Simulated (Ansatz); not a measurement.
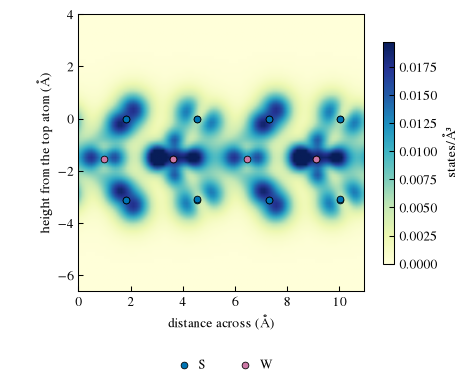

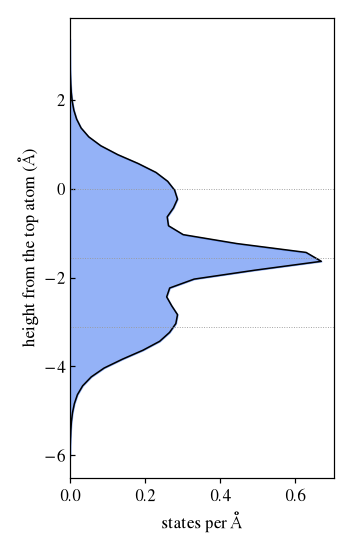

Density of all states between +0.25 and +0.50 eV (zero: the Fermi level) of monolayer WS2 with one W vacancy in a 2 × 2 cell: side view, averaged along the second cell vector, and the full density summed over planes, the part near the nuclei included (dotted lines mark the atomic planes).

The first picture shows the smooth PAW orbitals' density alone; the shares below count all of it.

Computed with DFT PBE+D3(BJ), scalar-relativistic, plane waves, PAW (Ansatz 0.2.0). Cutoff 420 eV, 12 × 12 k-points, Gaussian smearing 0.05 eV, dipole correction. The defects repeat every 6.3 Å and interact, so states at the Fermi level and the work function belong to this dense array. Collinear spin, net moment 0.8 μB a cell; so small a moment depends on the mesh and the functional; the stability of this spin state wasn't checked. Spin–orbit coupling is left out; with W it can shift levels and gaps. The run warns that the functional's potential is rough in the thin density of the vacuum, where the tip is; weak contrasts and barriers may feel it.

Where in the slab do these states sit?

Answer. The window holds 1.5 states per cell. Shares by plane (space cut midway between planes), top to bottom: S (4 atoms) 29 %, W (3 atoms) 42 %, S (4 atoms) 29 %; the outer planes' shares include the vacuum, and density in a gap between layers is shared out between the planes on either side.
